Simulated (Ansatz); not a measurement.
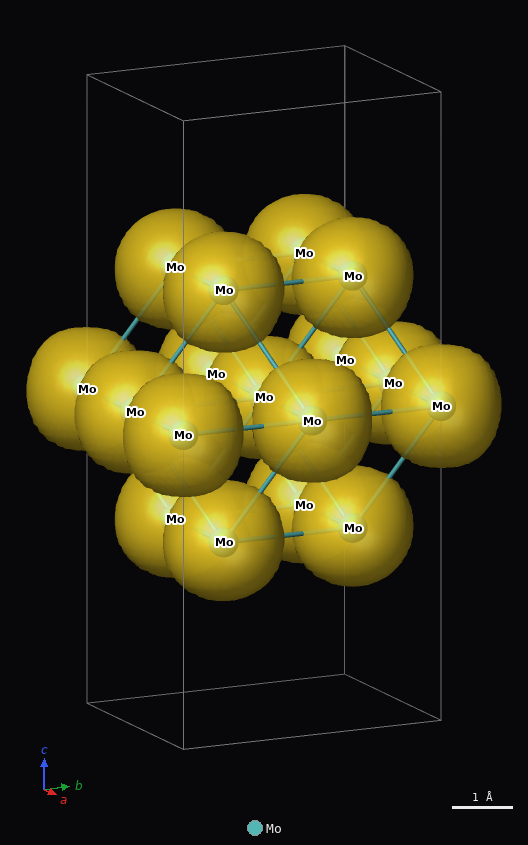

The picture shows: Mo (slab). Isosurface of the valence electron density at 0.6 e/Å³ (yellow), seen slightly off an axis. Sticks mark near contacts.

Computed without spin polarisation.

Theory: DFT PBE+D3(BJ), scalar-relativistic, plane waves, PAW in Ansatz.

Core electrons are frozen (PAW), and the valence fields are smoothed inside the atomic spheres.

Question: How is the density connected at this value?

Answer: At this value the density breaks into separate islands; it holds about 75 % of the electrons treated as valence (semicore included). It bridges none of the near contacts. It is pinched off along the shortest Mo–Mo (2.65 Å) and Mo–Mo (2.71 Å) contacts. On the grid the lowest density along these lines, outside the cores, is 0.44 e/Å³ (Mo–Mo, 2.65 Å) and 0.39 e/Å³ (Mo–Mo, 2.71 Å).

Question: Does the calculation give a band gap?

Answer: It is metallic or semimetallic at this level of theory: no gap opens.
